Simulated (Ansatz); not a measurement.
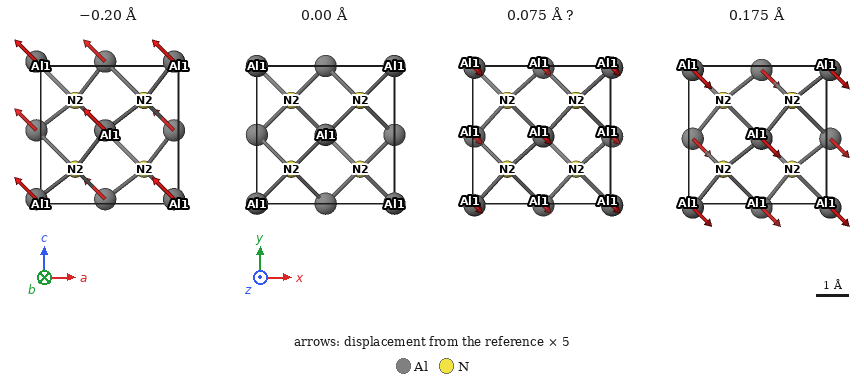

A scan of crystalline AlN (F-43m): the whole Al sublattice is shifted rigidly, along Cartesian [1 -1 0], all else fixed. The picture is a ball-and-stick view of the conventional cell (4 times the calculation's cell), seen along the b axis. Red arrows: displacements from the reference. Lengths and directions refer to the drawn axes.

Level of theory: DFT PBE, scalar-relativistic, plane waves, PAW (Ansatz 0.2.0). Set-up: plane-wave cutoff 420 eV; k-point mesh 10 × 10 × 10; occupations gaussian; smearing width 0.05 eV; no spin polarisation. Energies (free energies at the smearing named) are counted from the cell as listed in its source, which wasn't relaxed.

```
displacement (Å)  ΔE (meV/cell)
          −0.200            303
          −0.100             74
           0.000              0
           0.025              5
           0.050             18
           0.075              ?
           0.125            116
           0.150            168
           0.175            230
```

Question: Fill in the missing row.

Answer: A straight line between the two neighbours gives 51 meV/cell. A cubic through the four nearest rows (0.025, 0.050, 0.125, 0.150) gives, with Lagrange weights, (−0.3000)(5) + (1.0000)(18) + (0.5000)(116) + (−0.2000)(168) = 41 meV/cell. The calculation gives 41 meV/cell, so the cubic is right to the digits shown and the straight line 10 meV/cell too high, as the curve bends upwards here.

The whole profile:

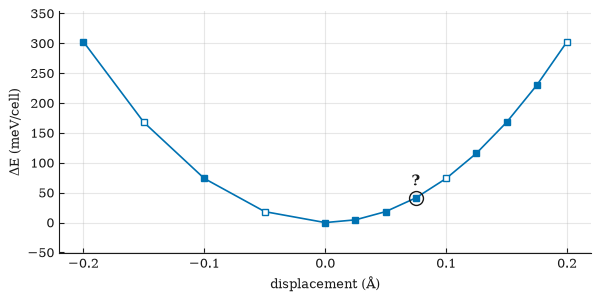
